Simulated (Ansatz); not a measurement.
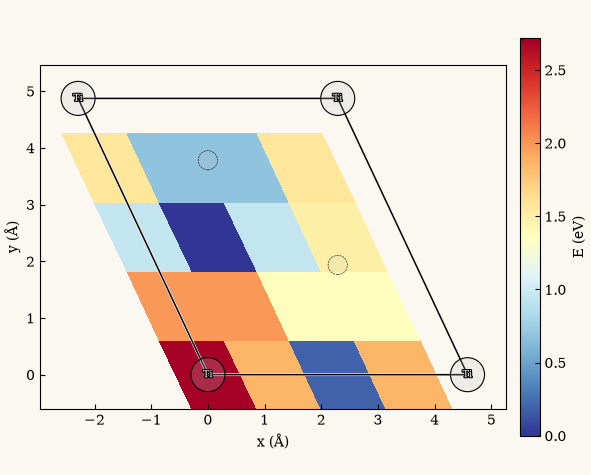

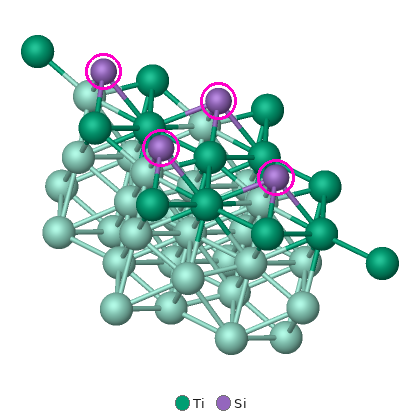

Energy landscape of Si on a Ti(101) slab cut from the P6/mmm phase, its upper half relaxed before the scan (9 atoms of substrate and one adsorbate in a 1 × 1 cell). Si is moved over the surface cell; relaxed at each place: the height of the adsorbate's atoms; substrate rigid; the origin of the map has the adsorbate above Ti9. Places are given modulo a cell vector. The map is drawn in real space over the plane of the surface. The grid has 4 × 4 points. Energies: eV, counted from the lowest grid point. With one adsorbate in each 1 × 1 cell, its nearest image is 4.6 Å away, so neighbouring adsorbates interact. Theory: DFT PBE, scalar-relativistic, plane waves, PAW in Ansatz 0.2.0. Settings: cutoff 420 eV, k-mesh 7×6×1, gaussian smearing 0.1 eV, no spin polarisation.

In the figure: one coloured cell a grid point, labelled circles for the atoms of the top layer and small ones for the second layer, the outline of one cell of the plane. The second picture is the structure at the lowest point; rings mark the moved atoms.

What does the map say about the system?

The lowest grid point is at (1/4, 2/4) of the cell vectors [nearest 1 Ti at 2.33 Å]. The highest grid point, the top site over a surface Ti atom, (0/4, 0/4) of the cell vectors, lies 2.72 eV above the lowest. At the lowest point the adsorbate has 1 Ti at 2.33 Å as nearest neighbours, at the highest 1 Ti at 2.41 Å. Its relaxed height above the top atom is 1.16 Å at the lowest and 2.41 Å at the highest point.

The whole map (16 points run) took 23 min on 4 threads of Arm Neoverse V1 (shared host).

PAW datasets: the set soft_1.
